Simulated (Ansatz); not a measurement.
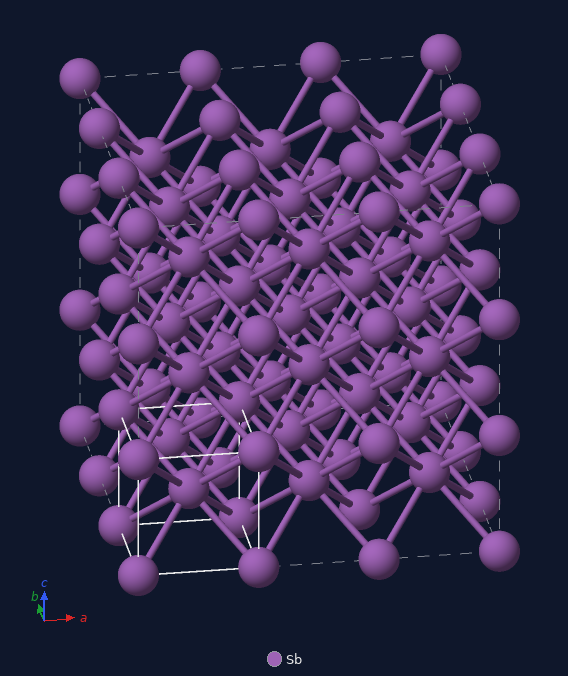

We look at a ball-and-stick model of the crystal from a general direction. The structure is repeated 3×3×3 times; solid lines mark one conventional unit cell. Cell: a = 3.443 Å, b = 3.443 Å, c = 3.593 Å, α = 90.00°, β = 90.00°, γ = 90.00°.

Summary of the structure:

- The element is antimony.
- Space group: I4/mmm (No. 139). Lattice: body-centred tetragonal.
- The cell holds two atoms.
- Taking every contact within bonding distance, one finds Sb 8.

Provenance: a structure listed in the Materials Project. The cell was then strained or its atoms displaced on purpose. It was the input of a calculation with Ansatz.

At this level of theory the cell isn't at rest (compressed, at 21 GPa), so its distances can differ from those at equilibrium, the more so the softer the solid.
